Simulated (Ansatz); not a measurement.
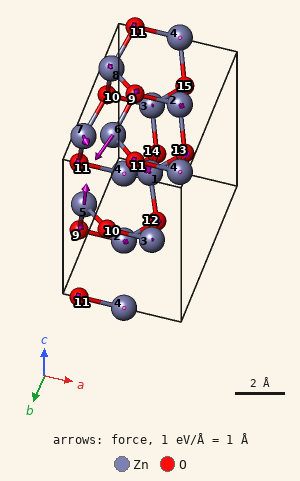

Starting geometry of a defect cell of composition Zn8O7 with the computed forces as purple arrows. The picture is a ball-and-stick view of the cell of the calculation (origin shifted), seen from a free direction.

Case: O vacancy (site b), charge +0, atoms relaxed at the host's cell.

The calculation used DFT PBE, scalar-relativistic, plane waves, PAW (Ansatz 0.2.0). (plane-wave cutoff 420 eV; k-point mesh 3 × 3 × 3; occupations gaussian; smearing width 0.01 eV; no spin polarisation; atoms relaxed in a fixed cell; force threshold 0.025 eV/Å; at most 45 steps)

### Is this structure relaxed? If not, where do the atoms go?

It isn't relaxed: the largest force vector, on Zn6, is 1.29 eV/Å. The final displacements follow the starting forces only in part (cosine between the two patterns 0.81). Zn1 moves most: 0.16 Å roughly along −a. By element the largest moves are Zn 0.16 Å, O 0.06 Å. The cell doesn't change. Some distances before and after: Zn6–O9 1.927 → 2.041 Å, Zn5–O9 1.950 → 2.039 Å, Zn6–O13 2.101 → 2.033 Å, Zn7–O10 1.989 → 2.039 Å. Among the angles between lasting bonds that change: Zn5–O10–Zn7 109.7° → 117.8°, O9–Zn5–O10 112.1° → 105.3°, O12–Zn1–O14 109.3° → 102.6°. The energy falls by 0.250 eV per cell of the calculation in 3 accepted moves (4 points after the start). The largest force component goes from 0.87 to 0.0059 eV/Å. 1 step only repeated the SCF at the same geometry. The run took 110 s on 4 threads of AMD EPYC (Zen 3), with other jobs on the host, peak memory 0.75 GiB.

Limits of the set-up: the periodic images lie only 5.3 Å apart, so the values are limited by the cell's size.
